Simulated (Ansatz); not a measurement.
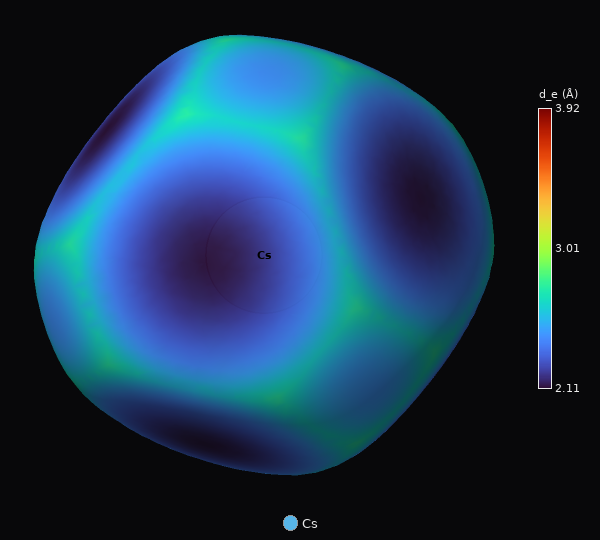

Hirshfeld surface computed for one Cs atom in CsI in space group Pm-3m, coloured by d_e.

The surface is where the fragment's share of the procrystal density (the sum of the densities of spherically averaged neutral Hartree-Fock atoms) equals one half. d_i and d_e are the distances from the surface to the nearest nucleus inside and outside. From Rb on the atoms have core potentials, so only their outer electrons count.

Source of the atomic positions: the geometry relaxed with Ansatz, DFT, HSE06, plane waves, PAW.

Space group Pm-3m (No. 221). a = 4.637 Å, b = 4.637 Å, c = 4.637 Å, α = 90.00°, β = 90.00°, γ = 90.00°
```tsv
atom	site	symmetry	x	y	z
Cs	1a	m-3m	0.0000	0.0000	0.0000
I	1b	m-3m	0.5000	0.5000	0.5000
```

Q: What is the shortest distance from the fragment to an atom outside it?

A: Cs–I, 4.02 Å.

Q: How is the surface shared among contacts (nearest atom inside ··· nearest atom outside)?

A: Cs···I 82 %, Cs···Cs 18 %. The surface faces 14 neighbours with more than 2 % of its area each: 8 I + 6 Cs.

Q: Give the size and shape of the surface.

A: It encloses about 36.7 Å³, has an area of about 55 Å² and a globularity of 0.97 (1 for a sphere).
